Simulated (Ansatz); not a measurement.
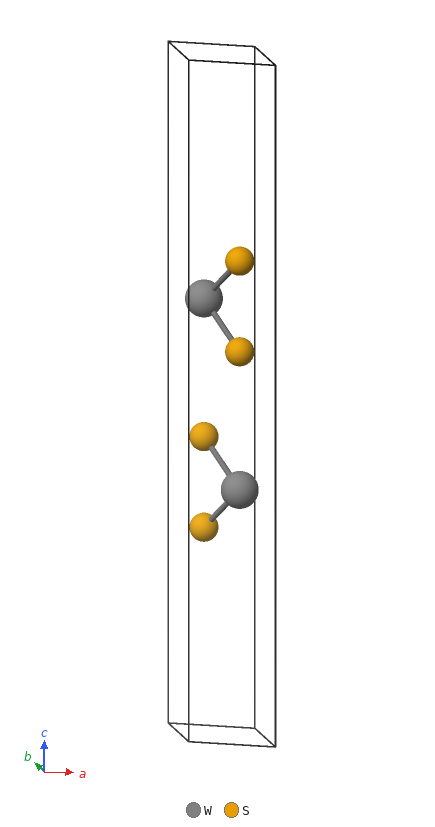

A ball-and-stick rendering, viewed from the side at a slight tilt. Lines trace the edges of the simulation cell.

WS2, a = 3.05 Å, b = 3.12 Å, c = 23.57 Å, α = 90.00°, β = 90.00°, γ = 119.25°.

Run with DFT PBEsol, scalar-relativistic, plane waves, PAW in Ansatz and these settings: 420 eV cutoff, a 12×12×2 k-point mesh, Gaussian smearing of 0.05 eV, no spin polarisation.

> Predict the gap.

A semiconductor at this level, with a gap of 1.59 eV on the k-mesh (the true edges may lie between mesh points, so the gap can be somewhat smaller).

The cell started as a structure listed in the Materials Project. The cell was then strained or its atoms displaced on purpose. Ansatz was used for an electronic-structure calculation on it.
